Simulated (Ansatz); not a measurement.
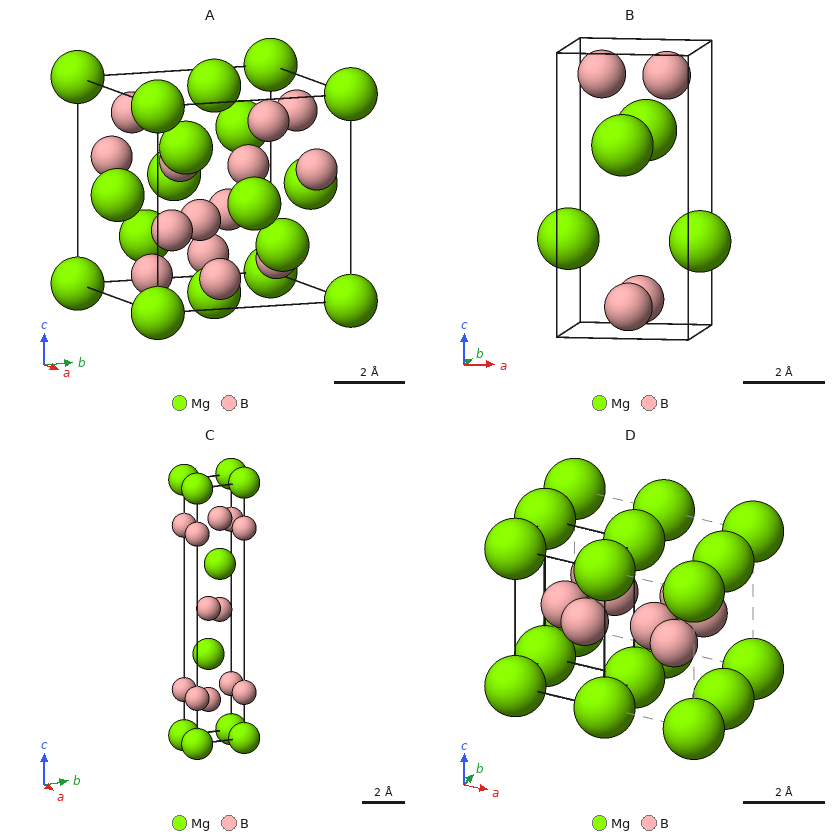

Four structures of MgB2, each relaxed to rest (conventional cells in solid outline, small ones repeated, each panel with its own scale). Method: DFT PBE, scalar-relativistic, plane waves, PAW (Ansatz 0.2.0), without spin polarisation.

Question: Name the structure in each panel.

Answer: A: cubic Laves phase (C15, MgCu₂ type), Fd-3m; B: 6 atoms a cell on a primitive tetragonal lattice, P-4m2; C: 9 atoms a cell on a rhombohedral (trigonal R) lattice, R-3m; D: AlB₂ type, P6/mmm.

Question: Rank them by energy, lowest first.

Answer: D, then C (+427 meV/atom), B (+435 meV/atom) and A (+891 meV/atom), energies at zero smearing.

Question: Collect the results in a table.

Answer:
| panel | structure | E − E(lowest) (meV/atom) | volume (Å³/atom) | gap (eV) |
| --- | --- | --- | --- | --- |
| D | P6/mmm | 0 | 9.6 | metal |
| C | R-3m | 427 | 11.1 | metal |
| B | P-4m2 | 435 | 12.9 | metal |
| A | Fd-3m | 891 | 8.9 | metal |

Some of these may be structure types tried for this composition rather than known phases, and the most stable form need not be among them. Gaps are taken on the k-mesh or band path of each run.
